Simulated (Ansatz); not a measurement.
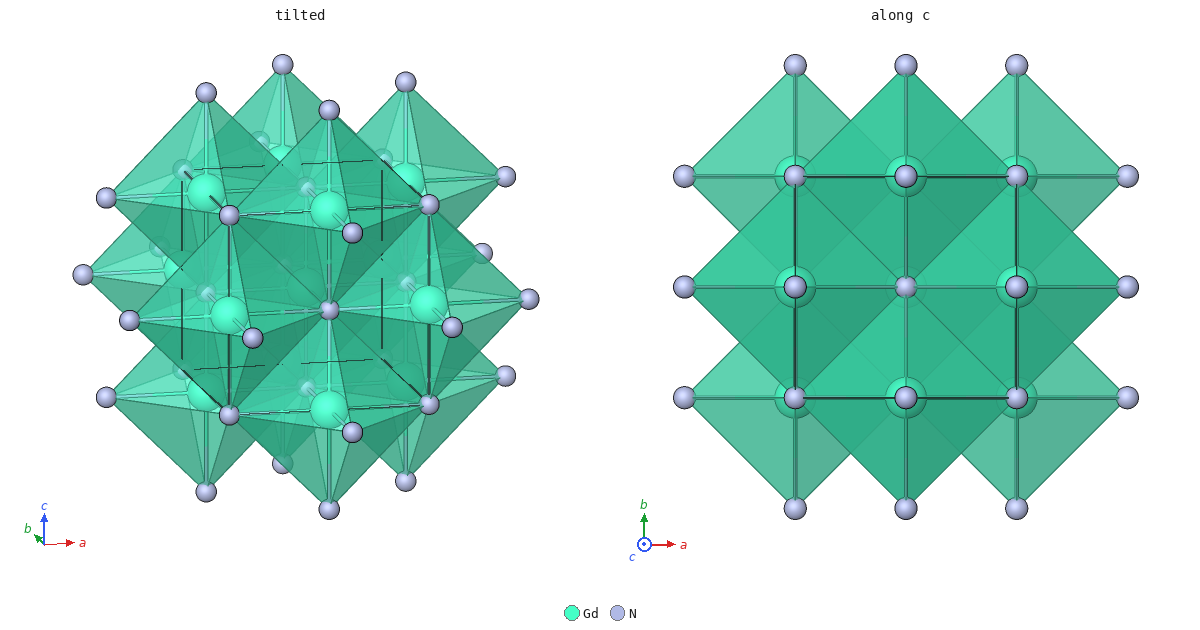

A polyhedral picture of a crystal structure, seen slightly off an axis and along the c axis. Thin lines show the conventional unit cell, with boundary atoms drawn in all their periodic places. A few atoms beyond the faces are included.

GdN, rock salt (NaCl type), space group Fm-3m (No. 225), a = 4.986 Å, b = 4.986 Å, c = 4.986 Å, α = 90.00°, β = 90.00°, γ = 90.00°. Its origin is a structure type known for this compound. Earlier steps of the study may have refined or changed the cell and positions. It went into a calculation with Ansatz.

This one geometry was computed with Ansatz (DFT, plane waves, PAW) at five levels of theory: LDA, PBE, PBE with spin-orbit coupling, r2SCAN and PBEsol.

Which level gives the highest pressure at this volume, and what does that say about its equilibrium volume?

Highest: PBE (-0.1 GPa) and PBE with spin-orbit coupling (-0.4 GPa), which points to the largest equilibrium volume. Lowest, with the smallest volume: LDA (-9.5 GPa). Levels within 0.5 GPa of each other can't be told apart.

How does the band gap change with the level of theory?

All levels give a metal.

Collect the results in a table.

| level | cutoff (eV) | k-mesh of the run's cell | gap (eV) | pressure (GPa) | absolute moment (μB/atom) |
| --- | --- | --- | --- | --- | --- |
| LDA | 420 | 12×12×12 | metal | -9.5 | 3.58 |
| PBE | 420 | 12×12×12 | metal | -0.1 | 3.60 |
| PBE with spin-orbit coupling | 420 | 12×12×12 | metal | -0.4 | 3.57 |
| r2SCAN | 500 | 12×12×12 | metal | -1.1 | 3.64 |
| PBEsol | 420 | 12×12×12 | metal | -5.6 | 3.60 |

Gaps are taken on the k-mesh or band path of each run.
